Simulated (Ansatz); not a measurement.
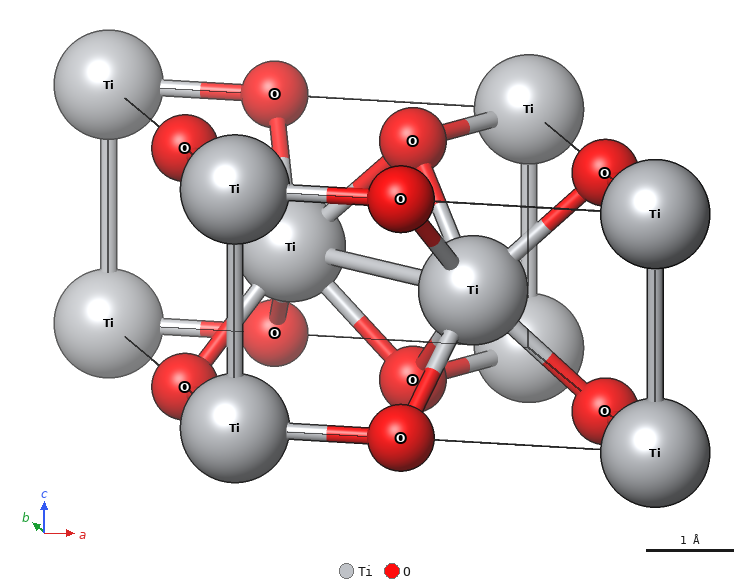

This ball-and-stick model is shown slightly off an axis. The frame is the simulation cell; atoms at its boundary are shown with their periodic copies.

Full input:
```yaml
crystal:
  lattice:
    - [4.9584399758, 0.0, 0.0]
    - [-2.4792199879, 4.2941349822, 0.0]
    - [0.0, 0.0, 2.8359676464]
  atoms:
    - { symbol: Ti, position: [0.6666666667, 0.3333333333, 0.5] }
    - { symbol: Ti, position: [0.3333333333, 0.6666666667, 0.5] }
    - { symbol: Ti, position: [0.0, 0.0, 0.0] }
    - { symbol: O, position: [0.6052948646, 0.6052948646, 0.0] }
    - { symbol: O, position: [0.3947051354, 0.0, 0.0] }
    - { symbol: O, position: [0.0, 0.3947051354, 0.0] }
basis:
  ecutwfc: 420
kpoints:
  mp_grid: { grid: [12, 12, 12] }
  band_path:
    path:
      - [[0.0, 0.0, 0.0], [0.5, 0.0, 0.0], [0.33333333, 0.33333333, 0.0], [0.0, 0.0, 0.0], [0.0, 0.0, 0.5], [0.5, 0.0, 0.5], [0.33333333, 0.33333333, 0.5], [0.0, 0.0, 0.5]]
      - [[0.5, 0.0, 0.5], [0.5, 0.0, 0.0]]
      - [[0.33333333, 0.33333333, 0.5], [0.33333333, 0.33333333, 0.0]]
    npoints: 14
hamiltonian:
  xc: pbesol
scf:
  occupations: { method: gaussian, width: 0.1 }
  n_extra_bands: 15
output:
  forces: true
  stress: true
  eigenvalues: true
  populations: true
  dos: { projected: true, de: 0.02, nscf_kmesh: { grid: [18, 18, 18] } }
  bader: true
  write_density: true
  write_potential: true
  elf: true
  volumetric_format: npy
```
Run as:
```sh
ansatz run input.yaml --threads 1 --pin off --max-ram 2560MiB --backend cpu --events-out ev --progress --plain --runs-dir out
```

Computational set-up: Ansatz, DFT PBEsol, scalar-relativistic, plane waves, PAW, a 420 eV plane-wave basis, k-points on a 12×12×12 grid, Gaussian smearing of 0.1 eV, no spin polarisation.

Q: State the Bader charges by element.

A: Ti +1.10 to +1.45 e; O -1.34 e.

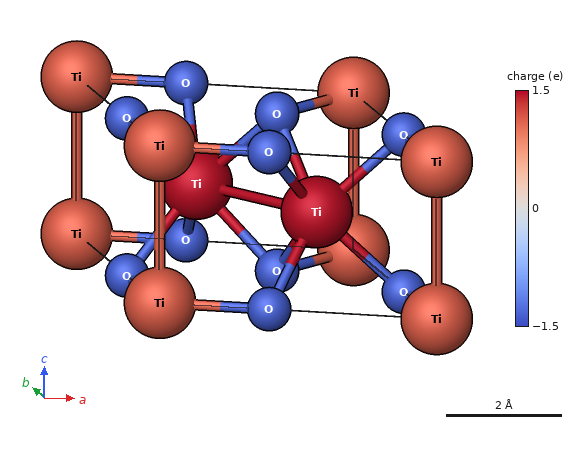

The atoms coloured by those charges.

The initial geometry was a structure listed in the Materials Project. Earlier steps of the study, as a rule a relaxation of our own, may have changed the cell and positions, so they can lie some per cent off the listed ones. It was run through Ansatz as a DFT input.
